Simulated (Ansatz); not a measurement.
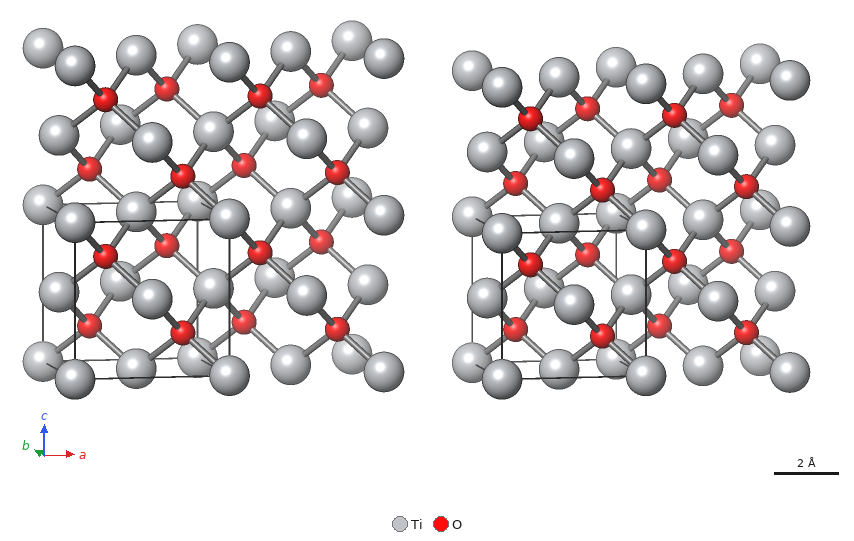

Two geometries of solid TiO (a generated structure, set up in F-43m), drawn at one scale. One is the start of a relaxation, the other its converged end. A ball-and-stick model of the conventional cell (4 times the calculation's cell), repeated 2 × 1 × 2 with one cell outlined, seen slightly off an axis. Lengths and directions refer to the drawn axes.

Method: Kohn-Sham DFT of a periodic cell, PBE0, Ansatz PAW in Ansatz. (plane-wave cutoff 420 eV; k-point mesh 5 × 5 × 5; occupations fermi-dirac; smearing width 0.05 eV; no spin polarisation; cell and atoms relaxed; force threshold 0.01 eV/Å; at most 40 steps)

### Which one is relaxed?

The right one is the relaxed one. The run lets cell and atoms move. Over 5 accepted moves (7 points after the start) the energy falls by 283 meV per atom. All forces vanish by symmetry, so only the cell relaxes. Pressure: −26.24 GPa at the start and 0.00 GPa at the end. The SCF was repeated twice at an unchanged geometry on a basis and grid sized afresh for the cell, which shifted the energy by 2.1 meV per atom at most. The atoms keep their places relative to the cell (all moves are under 0.005 Å). The drawn cell changes as follows: a = b = c 4.939 → 4.602 Å (−6.8 %); the volume changes by −19.1 %. Near-neighbour distances that change, for instance: O–Ti 2.138 → 1.993 Å. The space group stays F-43m (No. 216).
